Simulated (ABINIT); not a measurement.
# Dielectric calculation, with input and output: C (part 3 of 3)

Continued. System: C (P1, 4 atoms in the cell). Method: Kohn-Sham DFT of a periodic cell, LDA-PZ, PseudoDojo NC SR LDA v0.4.1 standard, no spin polarisation (ABINIT 10.8.3); cutoff 843.55 eV, 10×10×6 k-mesh, fixed occupations. The structure derives from an entry of the Crystallography Open Database.

Geometry of the input (Å; fractional positions):
```
2.5221  0.0000  0.0000
-1.2610  2.1842  0.0000
0.0000  0.0000  4.1186
C  0.3295  0.6478  0.0641
C  0.6812  0.3406  0.5626
C  0.3342  0.6602  0.4445
C  0.6551  0.3515  0.9288
```

**What the program printed, continued**
```
--------------------------------------------------------------------------------

 ==>  initialize data related to q vector <==

 The list of irreducible perturbations for this q vector is:
    1)    idir= 1    ipert=   6
    2)    idir= 2    ipert=   6
    3)    idir= 3    ipert=   6

================================================================================

--------------------------------------------------------------------------------
 Perturbation wavevector (in red.coord.)   0.000000  0.000000  0.000000
 Perturbation : homogeneous electric field along direction   1
 The set of symmetries contains only one element for this perturbation.
 symkpt : not enough symmetry to change the number of k points.

--------------------------------------------------------------------------------

--------------------------------------------------------------------------------

 Initialisation of the first-order wave-functions :
  ireadwf=   0

--- !BeginCycle
iteration_state: {dtset: 3, }
solver: {iscf: 7, nstep: 80, nline: 4, wfoptalg: 0, }
tolerances: {tolvrs: 1.00E-08, }
...

     iter   2DEtotal(Ha)        deltaE(Ha) residm    vres2
-ETOT  1  -131.53447352697     -1.315E+02 1.080E+01 2.363E+03
 ETOT  2  -133.01742599801     -1.483E+00 2.055E-01 2.804E+02
 ETOT  3  -133.18825554531     -1.708E-01 1.519E-02 1.263E+02
 ETOT  4  -133.33955325048     -1.513E-01 1.421E-03 5.858E-01
 ETOT  5  -133.33989554412     -3.423E-04 1.110E-04 6.353E-02
 ETOT  6  -133.33992829250     -3.275E-05 1.503E-05 3.149E-03
 ETOT  7  -133.33992999794     -1.705E-06 1.401E-06 2.012E-05
 ETOT  8  -133.33993001658     -1.864E-08 2.483E-07 6.267E-07
 ETOT  9  -133.33993001824     -1.664E-09 2.626E-08 1.200E-09

 At SCF step    9       vres2   =  1.20E-09 < tolvrs=  1.00E-08 =>converged.
-open ddk wf file :runo_DS2_1WF13
-open ddk wf file :runo_DS2_1WF14
-open ddk wf file :runo_DS2_1WF15
================================================================================

 ----iterations are completed or convergence reached----

 Mean square residual over all n,k,spin=   12.366E-12; max=  26.262E-09

 2DEtotal=   -0.1333399300E+03 Ha. Also 2DEtotal=   -0.362836433774E+04 eV
    (  non-var. 2DEtotal :   -1.3333993193E+02 Ha)

--------------------------------------------------------------------------------
 Perturbation wavevector (in red.coord.)   0.000000  0.000000  0.000000
 Perturbation : homogeneous electric field along direction   2
 The set of symmetries contains only one element for this perturbation.
 symkpt : not enough symmetry to change the number of k points.

--------------------------------------------------------------------------------

--------------------------------------------------------------------------------

 Initialisation of the first-order wave-functions :
  ireadwf=   0

--- !BeginCycle
iteration_state: {dtset: 3, }
solver: {iscf: 7, nstep: 80, nline: 4, wfoptalg: 0, }
tolerances: {tolvrs: 1.00E-08, }
...

     iter   2DEtotal(Ha)        deltaE(Ha) residm    vres2
-ETOT  1  -137.73233548241     -1.377E+02 3.077E+01 5.321E+03
 ETOT  2  -139.25337793285     -1.521E+00 1.253E+00 3.239E+03
 ETOT  3  -141.04582774150     -1.792E+00 2.161E-01 2.123E+02
 ETOT  4  -141.17027269676     -1.244E-01 1.064E-02 1.223E-01
 ETOT  5  -141.17047186288     -1.992E-04 5.321E-04 1.008E-02
 ETOT  6  -141.17047990915     -8.046E-06 9.974E-05 7.406E-04
 ETOT  7  -141.17048068418     -7.750E-07 1.029E-05 8.505E-06
 ETOT  8  -141.17048074004     -5.586E-08 1.929E-06 5.779E-07
 ETOT  9  -141.17048074762     -7.578E-09 2.110E-07 3.663E-08
 ETOT 10  -141.17048074867     -1.050E-09 4.026E-08 1.200E-09

 At SCF step   10       vres2   =  1.20E-09 < tolvrs=  1.00E-08 =>converged.
-open ddk wf file :runo_DS2_1WF13
-open ddk wf file :runo_DS2_1WF14
-open ddk wf file :runo_DS2_1WF15
================================================================================

 ----iterations are completed or convergence reached----

 Mean square residual over all n,k,spin=   16.647E-12; max=  40.257E-09

 2DEtotal=   -0.1411704807E+03 Ha. Also 2DEtotal=   -0.384144447818E+04 eV
    (  non-var. 2DEtotal :   -1.4117047458E+02 Ha)

--------------------------------------------------------------------------------
 Perturbation wavevector (in red.coord.)   0.000000  0.000000  0.000000
 Perturbation : homogeneous electric field along direction   3
 The set of symmetries contains only one element for this perturbation.
 symkpt : not enough symmetry to change the number of k points.

--------------------------------------------------------------------------------

--------------------------------------------------------------------------------

 Initialisation of the first-order wave-functions :
  ireadwf=   0

--- !BeginCycle
iteration_state: {dtset: 3, }
solver: {iscf: 7, nstep: 80, nline: 4, wfoptalg: 0, }
tolerances: {tolvrs: 1.00E-08, }
...

     iter   2DEtotal(Ha)        deltaE(Ha) residm    vres2
-ETOT  1  -37.885583937119     -3.789E+01 6.363E+00 5.831E+02
 ETOT  2  -38.178789529751     -2.932E-01 1.066E-01 2.284E+02
 ETOT  3  -38.300182568414     -1.214E-01 3.810E-03 5.074E+01
 ETOT  4  -38.332686887931     -3.250E-02 3.337E-04 7.866E-02
 ETOT  5  -38.332743714768     -5.683E-05 1.875E-05 5.694E-03
 ETOT  6  -38.332748320450     -4.606E-06 2.031E-06 1.530E-03
 ETOT  7  -38.332749150997     -8.305E-07 2.420E-07 4.063E-05
 ETOT  8  -38.332749185744     -3.475E-08 2.442E-08 1.228E-07
 ETOT  9  -38.332749185959     -2.150E-10 3.867E-09 4.900E-09

 At SCF step    9       vres2   =  4.90E-09 < tolvrs=  1.00E-08 =>converged.
-open ddk wf file :runo_DS2_1WF13
-open ddk wf file :runo_DS2_1WF14
-open ddk wf file :runo_DS2_1WF15
================================================================================

 ----iterations are completed or convergence reached----

 Mean square residual over all n,k,spin=   18.663E-13; max=  38.668E-10

 2DEtotal=   -0.3833274919E+02 Ha. Also 2DEtotal=   -0.104308724397E+04 eV
    (  non-var. 2DEtotal :   -3.8332750073E+01 Ha)
================================================================================

 ---- first-order wavefunction calculations are completed ----

 ==> Compute Derivative Database <==
 The violation of the charge neutrality conditions
 by the effective charges is as follows :
    atom        electric field
 displacement     direction
       1               1       -0.005541        0.000000
       1               2        0.000431        0.000000
       1               3        0.000311        0.000000
       2               1        0.000463        0.000000
       2               2       -0.006167        0.000000
       2               3       -0.000158        0.000000
       3               1        0.000290        0.000000
       3               2       -0.000164        0.000000
       3               3        0.000123        0.000000

 Effective charge tensors after
 imposition of the charge neutrality (if requested by user),
 and eventual restriction to some part :
   atom    displacement
         1         1    1.526169E-02    3.146193E-04    1.065877E-02
         1         2    1.733399E-03   -7.684456E-03    2.233845E-02
         1         3    3.081802E-03    2.340151E-02   -1.774552E-02
         2         1   -7.442016E-03    3.136156E-02   -1.453726E-02
         2         2    2.848031E-02    1.687607E-02   -2.589148E-02
         2         3   -5.034791E-03   -2.704394E-02    8.775583E-03
         3         1    2.180133E-02   -4.512674E-03    3.263432E-02
         3         2   -3.958131E-03    4.296347E-02   -2.610752E-02
         3         3    2.278389E-02   -2.563649E-02    7.794077E-02
         4         1   -2.962101E-02   -2.716350E-02   -2.875582E-02
         4         2   -2.625558E-02   -5.215508E-02    2.966055E-02
         4         3   -2.083090E-02    2.927892E-02   -6.897083E-02
 Now, the imaginary part of the dynamical matrix is zeroed

  Dielectric tensor, in cartesian coordinates,
     j1       j2             matrix element
  dir pert dir pert     real part    imaginary part

   1    6   1    6         5.6719183854        -0.0000000000
   1    6   2    6        -0.0360648072        -0.0000000000
   1    6   3    6         0.0968722755        -0.0000000000

   2    6   1    6        -0.0360650445        -0.0000000000
   2    6   2    6         6.0000707778        -0.0000000000
   2    6   3    6        -0.1074815182        -0.0000000000

   3    6   1    6         0.0968724024        -0.0000000000
   3    6   2    6        -0.1074810592        -0.0000000000
   3    6   3    6         5.8274303386        -0.0000000000

  Effective charges, in cartesian coordinates,
  (from electric field response)
   if specified in the inputs, charge neutrality has been imposed
     j1       j2             matrix element
  dir pert dir pert     real part    imaginary part

   1    1   1    6         0.0152616932         0.0000000000
   2    1   1    6         0.0017333993         0.0000000000
   3    1   1    6         0.0030818025         0.0000000000
   1    2   1    6        -0.0074420159         0.0000000000
   2    2   1    6         0.0284803142         0.0000000000
   3    2   1    6        -0.0050347908         0.0000000000
   1    3   1    6         0.0218013301         0.0000000000
   2    3   1    6        -0.0039581306         0.0000000000
   3    3   1    6         0.0227838909         0.0000000000
   1    4   1    6        -0.0296210074         0.0000000000
   2    4   1    6        -0.0262555828         0.0000000000
   3    4   1    6        -0.0208309025         0.0000000000

   1    1   2    6         0.0003146193         0.0000000000
   2    1   2    6        -0.0076844557         0.0000000000
   3    1   2    6         0.0234015075         0.0000000000
   1    2   2    6         0.0313615576         0.0000000000
   2    2   2    6         0.0168760670         0.0000000000
   3    2   2    6        -0.0270439354         0.0000000000
   1    3   2    6        -0.0045126741         0.0000000000
   2    3   2    6         0.0429634672         0.0000000000
   3    3   2    6        -0.0256364921         0.0000000000
   1    4   2    6        -0.0271635027         0.0000000000
   2    4   2    6        -0.0521550785         0.0000000000
   3    4   2    6         0.0292789201         0.0000000000

   1    1   3    6         0.0106587716         0.0000000000
   2    1   3    6         0.0223384459         0.0000000000
   3    1   3    6        -0.0177455201         0.0000000000
   1    2   3    6        -0.0145372642         0.0000000000
   2    2   3    6        -0.0258914780         0.0000000000
   3    2   3    6         0.0087755831         0.0000000000
   1    3   3    6         0.0326343163         0.0000000000
   2    3   3    6        -0.0261075228         0.0000000000
   3    3   3    6         0.0779407666         0.0000000000
   1    4   3    6        -0.0287558237         0.0000000000
   2    4   3    6         0.0296605549         0.0000000000
   3    4   3    6        -0.0689708297         0.0000000000

== END DATASET(S) ==============================================================
================================================================================

 -outvars: echo values of variables after computation  --------
            acell      4.7660760701E+00  4.7660760761E+00  7.7830260222E+00 Bohr
           etotal1    -2.4107657335E+01
           etotal2    -1.0593891092E+01
           etotal3    -3.8332749186E+01
            fcart1    -4.3316469832E-02  4.4456110787E-02 -5.7029566627E-03
                      -2.0852971651E-02 -1.5322777618E-02  4.2480388970E-03
                       1.1983335499E-02  1.4935031452E-02 -3.4631146582E-02
                       5.2186105985E-02 -4.4068364621E-02  3.6086064347E-02
            fcart3     0.0000000000E+00  0.0000000000E+00  0.0000000000E+00
                       0.0000000000E+00  0.0000000000E+00  0.0000000000E+00
                       0.0000000000E+00  0.0000000000E+00  0.0000000000E+00
                       0.0000000000E+00  0.0000000000E+00  0.0000000000E+00
            rprim      1.0000000000E+00  0.0000000000E+00  0.0000000000E+00
                      -4.9999999940E-01  8.6602540420E-01  0.0000000000E+00
                       0.0000000000E+00  0.0000000000E+00  1.0000000000E+00
           strten1     6.5085275336E-04  7.5228180973E-04 -1.2609741253E-04
                      -2.4618993305E-05  1.1390804348E-04  4.4188783503E-05
           strten3     0.0000000000E+00  0.0000000000E+00  0.0000000000E+00
                       0.0000000000E+00  0.0000000000E+00  0.0000000000E+00
           xangst      1.4213691492E-02  1.4148538506E+00  2.6380296095E-01
                       1.2886231861E+00  7.4396855372E-01  2.3171120454E+00
                       1.0337339069E-02  1.4419083554E+00  1.8307479305E+00
                       1.2089246232E+00  7.6767258050E-01  3.8255370631E+00
             xred      3.2951918000E-01  6.4776704000E-01  6.4051610000E-02
                       6.8123961000E-01  3.4061349000E-01  5.6259701000E-01
                       3.3417545000E-01  6.6015349000E-01  4.4450734000E-01
                       6.5506576000E-01  3.5146598000E-01  9.2884404000E-01
 Calculation completed.
```

**File anaddb.abo**
```
.Version 10.8.3 of ANADDB
================================================================================

 -outvars_anaddb: echo values of input variables ----------------------

 Flags :
     dieflag         2
 Miscellaneous information :
         asr         1

================================================================================

 read the DDB information and perform some checks

  ==== Info on the Cryst% object ====
 Real(R)+Recip(G) space primitive vectors, cartesian coordinates (Bohr,Bohr^-1):
 R(1)=  4.7660761  0.0000000  0.0000000  G(1)=  0.2098162  0.1211374  0.0000000
 R(2)= -2.3830380  4.1275430  0.0000000  G(2)=  0.0000000  0.2422749  0.0000000
 R(3)=  0.0000000  0.0000000  7.7830260  G(3)=  0.0000000  0.0000000  0.1284847
 Unit cell volume ucvol=  1.5310912E+02 bohr^3
 Angles (23,13,12)=  9.00000000E+01  9.00000000E+01  1.20000000E+02 degrees
 Time-reversal symmetry is present
 Reduced atomic positions [iatom, xred, symbol]:
    1)    0.3295192  0.6477670  0.0640516   C
    2)    0.6812396  0.3406135  0.5625970   C
    3)    0.3341754  0.6601535  0.4445073   C
    4)    0.6550658  0.3514660  0.9288440   C

 DDB file with 3 blocks has been read.

================================================================================

 Dielectric Tensor and Effective Charges

 anaddb : Zero the imaginary part of the Dynamical Matrix at Gamma,
   and impose the ASR on the effective charges

 The violation of the charge neutrality conditions
 by the effective charges is as follows :
    atom        electric field
 displacement     direction
       1               1       -0.005541        0.000000
       1               2        0.000431        0.000000
       1               3        0.000311        0.000000
       2               1        0.000463        0.000000
       2               2       -0.006167        0.000000
       2               3       -0.000158        0.000000
       3               1        0.000290        0.000000
       3               2       -0.000164        0.000000
       3               3        0.000123        0.000000

 Effective charge tensors after
 imposition of the charge neutrality (if requested by user),
 and eventual restriction to some part :
   atom    displacement
         1         1    1.526169E-02    3.146193E-04    1.065877E-02
         1         2    1.733399E-03   -7.684456E-03    2.233845E-02
         1         3    3.081802E-03    2.340151E-02   -1.774552E-02
         2         1   -7.442016E-03    3.136156E-02   -1.453726E-02
         2         2    2.848031E-02    1.687607E-02   -2.589148E-02
         2         3   -5.034791E-03   -2.704394E-02    8.775583E-03
         3         1    2.180133E-02   -4.512674E-03    3.263432E-02
         3         2   -3.958131E-03    4.296347E-02   -2.610752E-02
         3         3    2.278389E-02   -2.563649E-02    7.794077E-02
         4         1   -2.962101E-02   -2.716350E-02   -2.875582E-02
         4         2   -2.625558E-02   -5.215508E-02    2.966055E-02
         4         3   -2.083090E-02    2.927892E-02   -6.897083E-02
 Now, the imaginary part of the dynamical matrix is zeroed

================================================================================

 anaddb : the run completed successfully.
```

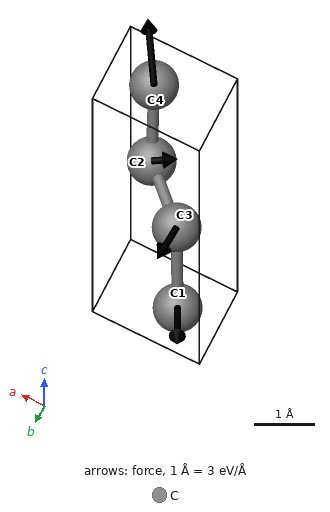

Figure 1. Forces on the atoms as black arrows (ball-and-stick view of the cell of the calculation, seen at an oblique angle; atoms are numbered from 1 in the order of the input). The largest act on C4 (3.97 eV/Å); C1 (3.21 eV/Å); C3 (2.03 eV/Å); C2 (1.35 eV/Å). The geometry is not a stationary point of this energy.

**Results in brief**

```json
{"quantity": "outcome", "value": "converged"}
{"quantity": "space group (tolerance 0.01 Å)", "value": "P1 (1)"}
{"quantity": "electrons treated", "value": "16"}
{"quantity": "free energy", "value": "−656.0028 eV"}
{"quantity": "pressure", "value": "−12.52 GPa"}
{"quantity": "largest force (length of the vector)", "value": "3.972 eV/Å"}
{"quantity": "ε∞ (xx, yy, zz)", "value": "5.67, 6.00, 5.83"}
{"quantity": "Born charges (mean of the diagonal)", "value": "C4 (−0.05 e); C3 (0.05 e); C2 (0.01 e); C1 (0.00 e)"}
{"quantity": "wall time", "value": "9.5 min"}
{"quantity": "peak memory", "value": "0.21 GiB"}
```

**Notes**

Points of doubt noted for this run: cutoff too low for stress.
